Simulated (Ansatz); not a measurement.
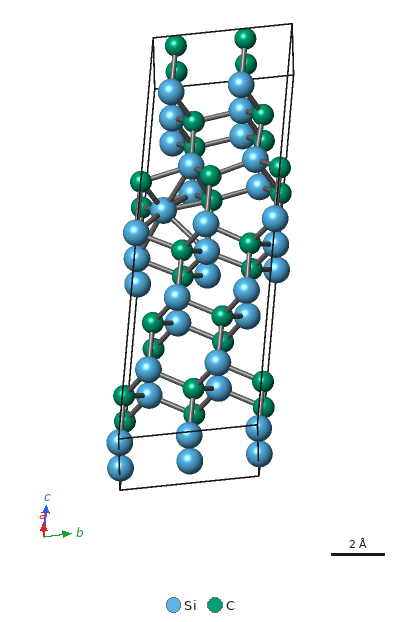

Figure 1. The structure (ball-and-stick view of the cell of the calculation, seen at an oblique angle). An atom can appear more than once, as a periodic image.

Single-point calculation of Si₂₅C₂₄ (charge +1) (part 1 of 2)

- system: Si₂₅C₂₄ (defect cell, 49 atoms in the cell, total charge +1)
- method: DFT PBE, scalar-relativistic, plane waves, PAW, spin-polarised (Ansatz 0.2.0)

The structure derives from an entry of the Crystallography Open Database.

Input:
```yaml
crystal:
  lattice:
    - [-6.1556, 0.0, 0.0]
    - [-3.0778, -5.335, 0.0]
    - [-3.0778, 0.0, 15.1219]
  atoms:
    - { symbol: Si, position: [0.9873500999, 0.163713849, 0.8610609619] }
    - { symbol: Si, position: [0.4868052307, 0.1663157607, 0.859535243] }
    - { symbol: Si, position: [0.9873385316, 0.6676847227, 0.8610530933] }
    - { symbol: Si, position: [0.4834381126, 0.6676722421, 0.8610638608] }
    - { symbol: Si, position: [0.9072486678, 0.8322541732, 0.3530069825] }
    - { symbol: Si, position: [0.4070119107, 0.8330659483, 0.3527207508] }
    - { symbol: Si, position: [0.9072313532, 0.3335277045, 0.3530153157] }
    - { symbol: Si, position: [0.406017682, 0.3335143565, 0.3529939243] }
    - { symbol: Si, position: [0.9901532427, 0.4998750253, 0.5196396894] }
    - { symbol: Si, position: [0.4915715699, 0.5020426253, 0.5146499163], spin: 0.2 }
    - { symbol: Si, position: [0.9949055608, -0.0012679367, 0.514649473] }
    - { symbol: Si, position: [0.491727476, -0.0010751512, 0.5146454097], spin: 0.2 }
    - { symbol: Si, position: [0.7375699655, 0.4994861801, 0.0249674465] }
    - { symbol: Si, position: [0.2379638599, 0.4990867454, 0.0245938789] }
    - { symbol: Si, position: [0.7371451016, 0.9999421129, 0.0247207961] }
    - { symbol: Si, position: [0.237771822, 0.9999560042, 0.0247290863] }
    - { symbol: Si, position: [0.7454386033, 0.8079003365, 0.700704203] }
    - { symbol: Si, position: [0.234906665, 0.8330925744, 0.6967500985] }
    - { symbol: Si, position: [0.7453543969, 0.3457516065, 0.7007282212] }
    - { symbol: Si, position: [0.2076202619, 0.3457365138, 0.700740447] }
    - { symbol: Si, position: [0.8217786441, 0.1662849683, 0.1898341754] }
    - { symbol: Si, position: [0.3219144483, 0.1665422867, 0.1892879535] }
    - { symbol: Si, position: [0.8223182679, 0.6661916396, 0.1892362288] }
    - { symbol: Si, position: [0.3219299456, 0.6662157954, 0.1892382297] }
    - { symbol: C, position: [0.9261765155, 0.4998156466, 0.6473054936] }
    - { symbol: C, position: [0.4233838148, 0.5020250138, 0.6506282689], spin: 0.2 }
    - { symbol: C, position: [0.9267843935, 0.998650697, 0.650638296] }
    - { symbol: C, position: [0.4234474227, 0.9987578684, 0.650654768], spin: 0.2 }
    - { symbol: C, position: [0.6755909121, 0.4994276533, 0.1490557665] }
    - { symbol: C, position: [0.1757619583, 0.4994395585, 0.1487253855] }
    - { symbol: C, position: [0.6755111773, -0.0002942315, 0.1489120778] }
    - { symbol: C, position: [0.1755054035, -0.0002750628, 0.1489175713] }
    - { symbol: C, position: [0.9246405223, 0.1662769658, 0.9840030608] }
    - { symbol: C, position: [0.4251341986, 0.1663010661, 0.9830124216] }
    - { symbol: C, position: [0.9245782608, 0.6663943637, 0.9840114793] }
    - { symbol: C, position: [0.4245900328, 0.666404973, 0.9840215381] }
    - { symbol: C, position: [0.8479773366, 0.826357891, 0.4777262776] }
    - { symbol: C, position: [0.3444291521, 0.8331721891, 0.4780032596] }
    - { symbol: C, position: [0.8478628607, 0.3364596779, 0.4777442072] }
    - { symbol: C, position: [0.3376841497, 0.3366191155, 0.4777049707] }
    - { symbol: C, position: [0.6735843747, 0.8316307915, 0.8206888931] }
    - { symbol: C, position: [0.1736439155, 0.8330772342, 0.8191384002] }
    - { symbol: C, position: [0.6735606863, 0.3338122285, 0.8207128666] }
    - { symbol: C, position: [0.1713740502, 0.3338179354, 0.8207189359] }
    - { symbol: C, position: [0.7596029967, 0.1663259048, 0.3142580308] }
    - { symbol: C, position: [0.2602408438, 0.1660101348, 0.3132187179] }
    - { symbol: C, position: [0.7598164247, 0.6665037994, 0.3131942376] }
    - { symbol: C, position: [0.2602474689, 0.666551891, 0.3131915443] }
    - { symbol: Si, position: [0.6097125224, 0.1665118971, 0.6137044867], spin: 0.2 }
magnetization:
  spin_polarized: true
total_charge: 1
basis:
  ecutwfc: 420
  fft_grid_basis: typed
kpoints:
  mp_grid: { grid: [2, 2, 2] }
hamiltonian:
  xc: pbe
  pseudopotentials: { kind: paw }
scf:
  occupations: { method: gaussian, width: 0.05 }
output:
  forces: true
  stress: false
  eigenvalues: true
  bader: true
  write_density: true
  volumetric_format: npy
  populations: true
```

Machine: 4 threads of Arm Neoverse V1, 24 GiB of memory available, shared host.

Launched with:
```bash
ansatz run input.yaml --threads 4 --pin off --max-ram 10240MiB --backend cpu --events-out ev --progress --plain --runs-dir out
```

The program's output:
```
Engine: ansatz 0.2.0, aarch64-unknown-linux-gnu
Pseudopotentials: kind: paw
Pseudopotential: Si, paw, valence charge 4, recommended cutoff 420 eV (normal), Si.paw.azcp
Pseudopotential: C, paw, valence charge 4, recommended cutoff 420 eV (normal), C.paw.azcp
Functional definition: PBE
  parameter kappa = 0.804
  parameter beta = 0.06672455060314922
  exchange = pbe_x(kappa = kappa, mu = beta*pi^2/3)
  correlation = pbe_c(beta = beta)
Crystal: 49 atoms, lattice volume = 496.605 Å³
Basis set: ecut = 420 eV, 9737 PW (Γ), exchange–correlation on 90×90×216 points (8 copies of the dense FFT grid, shifted against one another)
Bands: 147, of which v1, the nominal top of the filled ones, is band 98 counted from 1 (97 counted from 0)
Symmetry: 1 space group operations
Space group: P1 (ITA 1), of the structure as read, at distance tolerance 7.9e-5 Å
Magnetic group: BNS 1.1 (UNI 1), of the structure as read, at distance tolerance 7.9e-5 Å
k-points: 8
Non-local potential: Si, projectors of the file, l = 0: 2, l = 1: 2, l = 2: 2
Non-local potential: C, projectors of the file, l = 0: 2, l = 1: 2, l = 2: 1
PAW form: soft (Blöchl's): semilocal exchange-correlation on the pseudo side does not see the compensation charge
PAW one-centre angular grid: Si, 110 points (default); XC on 64 Gauss nodes
PAW one-centre angular grid: C, 110 points (default); XC on 64 Gauss nodes
Initial density: superposition of atomic densities (chi_scale 0.1, normalization cell)
Starting moments: Σ|m| = 1 μB on 5 of 49 sites
Initial wavefunctions: pseudopotential atomic-orbital guess
Functional: x = pbe(κ = 0.804, μ = 0.2195149727645171), c = pbe(β = 0.06672455060314922)
SCF iter   1: F=—  HF=-21973.867399 eV  |F-HF|=—  |Δ(HF+E_count)|=         —  Δρ=7.78e-2 (↑7.70e-2 ↓7.78e-2)  dr2=1.47e2  dr2_m=3.47e-2  M=0.161 μB ∫|m|=0.245 μB  β_m=0.30  ethr=3.10e-3  ⟨swp⟩=6.0  Hψ=10822  notcnv=0  defer=281
preconditioner: auto → Kerker (q_TF=auto, 2.335 Å⁻¹)  [metal: Δε(μ)=0.038 eV  Ē_g=12.878 eV  σ=0.050 eV  W_gap=0.39  n_scr=102 (ndim 8)  ℏωp=23.3 eV  f_vac=0.000  D(μ)=7.62/eV (n_scr^D=42)]
spin=Collinear: Kerker preconditioning applied to the charge; magnetization (m = ρ↑ − ρ↓) channel mixes plain (no charge-response kernel on spin).
SCF iter   2: F=—  HF=-21946.174723 eV  |F-HF|=—  |Δ(HF+E_count)|=    2.77e1  Δρ=4.82e-2 (↑4.76e-2 ↓4.82e-2)  dr2=5.80e1  dr2_m=1.78e-2  M=0.174 μB ∫|m|=0.237 μB  β_m=0.30  ethr=3.10e-3  ⟨swp⟩=2.8  Hψ=4398  notcnv=0  defer=702
SCF iter   3: F=—  HF=-21929.426793 eV  |F-HF|=—  |Δ(HF+E_count)|=    1.67e1  Δρ=1.54e-2 (↑1.53e-2 ↓1.54e-2)  dr2=3.82e0  dr2_m=9.23e-3  M=0.242 μB ∫|m|=0.283 μB  β_m=0.30  ethr=3.10e-3  ⟨swp⟩=3.9  Hψ=3690  notcnv=0  defer=696
SCF iter   4: F=—  HF=-21929.055708 eV  |F-HF|=—  |Δ(HF+E_count)|=   3.71e-1  Δρ=4.70e-3 (↑4.70e-3 ↓4.68e-3)  dr2=7.23e-1  dr2_m=5.04e-3  M=0.270 μB ∫|m|=0.300 μB  β_m=0.30  ethr=1.96e-3  ⟨swp⟩=2.1  Hψ=2810  notcnv=0  defer=692
SCF iter   5: F=—  HF=-21929.054756 eV  |F-HF|=—  |Δ(HF+E_count)|=   9.52e-4  Δρ=2.20e-3 (↑2.20e-3 ↓2.17e-3)  dr2=3.21e-1  dr2_m=2.90e-3  M=0.304 μB ∫|m|=0.325 μB  β_m=0.30  ethr=3.71e-4  ⟨swp⟩=3.0  Hψ=3305  notcnv=0  defer=692
SCF iter   6: F=—  HF=-21929.045722 eV  |F-HF|=—  |Δ(HF+E_count)|=   9.03e-3  Δρ=1.27e-3 (↑1.27e-3 ↓1.08e-3)  dr2=9.55e-2  dr2_m=1.74e-3  M=0.334 μB ∫|m|=0.350 μB  β_m=0.30  ethr=1.65e-4  ⟨swp⟩=4.0  Hψ=3364  notcnv=0  defer=692
SCF iter   7: F=—  HF=-21929.039653 eV  |F-HF|=—  |Δ(HF+E_count)|=   6.07e-3  Δρ=1.01e-3 (↑1.01e-3 ↓9.61e-4)  dr2=7.14e-2  dr2_m=1.12e-3  M=0.366 μB ∫|m|=0.380 μB  β_m=0.30  ethr=4.90e-5  ⟨swp⟩=1.0  Hψ=1726  notcnv=0  defer=692
Mixer restart at iter 7: flushing history
spin-set hold released at iteration 7 (site moments contracting): the magnetisation degrees of freedom join the quasi-Newton model from the next iteration; the mixer history was flushed
SCF iter   8: F=—  HF=-21929.037258 eV  |F-HF|=—  |Δ(HF+E_count)|=   2.39e-3  Δρ=7.96e-4 (↑7.96e-4 ↓7.81e-4)  dr2=6.17e-2  dr2_m=7.60e-4  M=0.395 μB ∫|m|=0.407 μB  β_m=0.64  ethr=3.66e-5  ⟨swp⟩=1.0  Hψ=1660  notcnv=0  defer=692
SCF iter   9: F=—  HF=-21929.036378 eV  |F-HF|=—  |Δ(HF+E_count)|=   8.80e-4  Δρ=2.39e-4 (↑2.05e-4 ↓2.39e-4)  dr2=2.59e-2  dr2_m=3.74e-5  M=0.487 μB ∫|m|=0.510 μB  β_m=0.82  ethr=3.17e-5  ⟨swp⟩=2.7  Hψ=3083  notcnv=0  defer=692
SCF iter  10: F=—  HF=-21929.033081 eV  |F-HF|=—  |Δ(HF+E_count)|=   3.30e-3  Δρ=2.25e-4 (↑2.24e-4 ↓2.25e-4)  dr2=6.22e-3  dr2_m=5.56e-5  M=0.498 μB ∫|m|=0.535 μB  β_m=0.86  ethr=1.33e-5  ⟨swp⟩=2.0  Hψ=2297  notcnv=0  defer=692
SCF iter  11: F=—  HF=-21929.032536 eV  |F-HF|=—  |Δ(HF+E_count)|=   5.45e-4  Δρ=1.33e-4 (↑1.33e-4 ↓1.33e-4)  dr2=1.48e-3  dr2_m=2.63e-5  M=0.498 μB ∫|m|=0.533 μB  β_m=0.93  ethr=3.19e-6  ⟨swp⟩=1.6  Hψ=2353  notcnv=0  defer=692
SCF iter  12: F=—  HF=-21929.032484 eV  |F-HF|=—  |Δ(HF+E_count)|=   5.25e-5  Δρ=3.47e-5 (↑3.14e-5 ↓3.47e-5)  dr2=7.55e-5  dr2_m=1.02e-6  M=0.497 μB ∫|m|=0.527 μB  β_m=0.97  ethr=7.61e-7  ⟨swp⟩=2.2  Hψ=3508  notcnv=0  defer=692
SCF iter  13: F=—  HF=-21929.032684 eV  |F-HF|=—  |Δ(HF+E_count)|=   2.00e-4  Δρ=1.54e-5 (↑1.05e-5 ↓1.54e-5)  dr2=1.38e-5  dr2_m=2.86e-7  M=0.497 μB ∫|m|=0.526 μB  β_m=0.98  ethr=3.87e-8  ⟨swp⟩=2.3  Hψ=2998  notcnv=0  defer=692
SCF iter  14: F=—  HF=-21929.032685 eV  |F-HF|=—  |Δ(HF+E_count)|=   1.07e-6  Δρ=8.40e-6 (↑4.18e-6 ↓8.40e-6)  dr2=5.36e-6  dr2_m=7.02e-8  M=0.497 μB ∫|m|=0.526 μB  β_m=0.99  ethr=7.09e-9  ⟨swp⟩=2.0  Hψ=3039  notcnv=0  defer=692
SCF iter  15: F=—  HF=-21929.032685 eV  |F-HF|=—  |Δ(HF+E_count)|=   9.67e-8  Δρ=3.45e-6 (↑3.06e-6 ↓3.45e-6)  dr2=1.93e-6  dr2_m=5.81e-9  M=0.497 μB ∫|m|=0.526 μB  β_m=1.00  ethr=2.75e-9  ⟨swp⟩=2.0  Hψ=3223  notcnv=0  defer=692
SCF iter  16: F=—  HF=-21929.032684 eV  |F-HF|=—  |Δ(HF+E_count)|=   2.00e-7  Δρ=1.67e-6 (↑1.28e-6 ↓1.67e-6)  dr2=4.66e-7  dr2_m=2.30e-9  M=0.496 μB ∫|m|=0.526 μB  β_m=1.00  ethr=9.91e-10  ⟨swp⟩=2.2  Hψ=2953  notcnv=0  defer=692
SCF iter  17: F=—  HF=-21929.032684 eV  |F-HF|=—  |Δ(HF+E_count)|=   4.69e-8  Δρ=1.28e-6 (↑6.10e-7 ↓1.28e-6)  dr2=1.19e-7  dr2_m=1.96e-9  M=0.496 μB ∫|m|=0.526 μB  β_m=1.00  ethr=2.39e-10  ⟨swp⟩=2.0  Hψ=2078  notcnv=0  defer=692
SCF iter  18: F=—  HF=-21929.032684 eV  |F-HF|=—  |Δ(HF+E_count)|=   4.55e-9  Δρ=5.02e-7 (↑3.60e-7 ↓5.02e-7)  dr2=1.25e-8  dr2_m=2.00e-10  M=0.497 μB ∫|m|=0.526 μB  β_m=1.00  ethr=5.13e-11  ⟨swp⟩=15.8  Hψ=15002  notcnv=0
SCF iter  19: F=-21929.032684 eV  HF=-21929.032684 eV  |F-HF|=1.00e-9  |Δ(HF+E_count)|=  9.90e-10  Δρ=2.25e-7 (↑2.01e-7 ↓2.25e-7)  dr2=1.44e-9  dr2_m=1.73e-11  M=0.497 μB ∫|m|=0.526 μB  ethr=6.39e-12  ⟨swp⟩=3.1  Hψ=4986  notcnv=0
SCF 1 converged in 19 iterations: F = -21929.032684 eV  dr2 = 1.44e-9
  greatest PAW one-centre occupation: 0.702 electrons in one spin orbital (limit 2), on the Si atom at site 48 (counted from 0), in its partial waves of l = 0
```

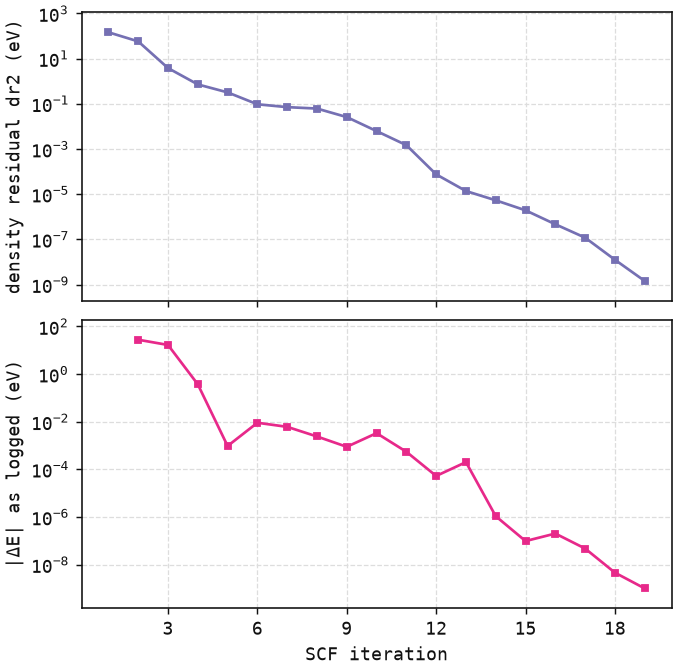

Figure 2. Convergence of the self-consistent field: density residual dr2 and size of the energy change against the SCF iteration. The residual falls at every step.

```
SCF converged after 19 iterations
Magnetization: 0.4965 μB (97.7483 up, 97.2517 down)
Absolute magnetization: 0.5279 μB (∫|ρ↑−ρ↓|, with the PAW one-centre terms)
Spin contamination: 0.0011 ħ² per cell (⟨S²⟩ above its minimum at these occupations)
Per-site moments (μB) at R_I (Å): [(0.0023010867790800252, 0.7669069782173347), (0.0027817154356890614, 0.7702239540190063), (0.0023109090840941044, 0.7670086740913202), (0.002308708913164906, 0.7670052356485462), (0.0005865397559953392, 0.7735525502824507), (0.0008674804558665964, 0.7728804076454109), (0.0005546461508856808, 0.773570508507803), (0.0005455316732144099, 0.7736470267066792), (-1.4634942944018485e-5, 0.7644004207643053), (-8.403206185089195e-6, 0.7637260181032216), (8.224478943099398e-6, 0.7634737893702822), (6.790809999093212e-6, 0.7638264491152713), (0.0005025838520499425, 0.774036122127564), (0.00044357491473179597, 0.7743058907616522), (0.00043438678858365864, 0.774679024621628), (0.00043215155937650776, 0.7746614250410965), (0.007394089761822604, 0.7502583142698215), (0.014691286742454278, 0.763431784843786), (0.007451614028577853, 0.7502575512832715), (0.00742575404966788, 0.750219574995677), (0.00012583839293426, 0.7760161676522472), (4.929530598129397e-5, 0.7730541981045047), (0.00010294839423538756, 0.7732241189494425), (0.00010143260761897122, 0.7731952161486388), (0.006610856981798283, 0.7552943839804714), (0.00703877355570367, 0.7734489949084411), (0.006901003772660456, 0.7731160073852881), (0.007058499902359897, 0.7731573635898192), (0.0004239283315304872, 0.774036122127564), (0.0007271376285285508, 0.7743058907616522), (0.0005924376589069573, 0.774679024621628), (0.0005963567870521939, 0.7746614250410965), (0.0011954436392290983, 0.7669069782173347), (0.0011107144205594172, 0.7702239540190063), (0.0009420017073075178, 0.7670086740913202), (0.0009214143552703053, 0.7670052356485462), (0.0010364667047414158, 0.7645768316792659), (0.0015822109329502515, 0.7634737893702822), (0.0009880260318447108, 0.7645027746978559), (0.000963283370645508, 0.7644004207643053), (0.0010329369001653608, 0.7502583142698215), (-0.00011479972743276025, 0.763431784843786), (0.0007168524384110537, 0.7502575512832715), (0.0006811906926419555, 0.750219574995677), (0.0002781808354380716, 0.7737783618065215), (0.0002592923161627933, 0.7730289460231836), (0.0005369394674981177, 0.7728804076454109), (0.0005349518544687284, 0.7728895276260676), (0.01313402929650347, 0.7731160073852881)]
Free energy (F): -21929.032684 eV
Harris-Foulkes:  -21929.032684 eV  (|F-HF|=1.00e-9)
Internal energy: -21929.024790 eV  (E = F + TS)
E sigma→0 (E₀):  -21929.028737 eV
Entropy (-TS):   -0.007894 eV (-0.161 meV/atom)
Fermi energy:    11.283545 eV
--- Per-component energies (eV) ---
  E_band       = 755.741889
  E_kinetic    = 3316.709542
  E_local      = -2489.017702  (includes V_loc(G=0)·N_el)
  E_nonlocal   = 1269.403178
  E_hartree    = 777.520028
  E_xc         = -2587.624596
  E_vxc        = -2672.473174  (∫ρ·V_xc dr)
  E_paw        = -15203.185282  (= ΣΔE_a)
  E_vpaw       = -223.920330  (= ΣTr[D̂ρ^β])
  E_aug_tail   = 0.000317  (compensation charges beyond the density's cutoff)
  E_ewald      = -7012.830276
  E_smearing   = -0.007894  (= −TS)
  E_closure    = 0.000000  (closes the sum)
  E_deformation_potential = 18.579467  (in the stress; not in F)
  Σ components = -21929.032684   (vs F -21929.032684, Δ=0.00e0)
```
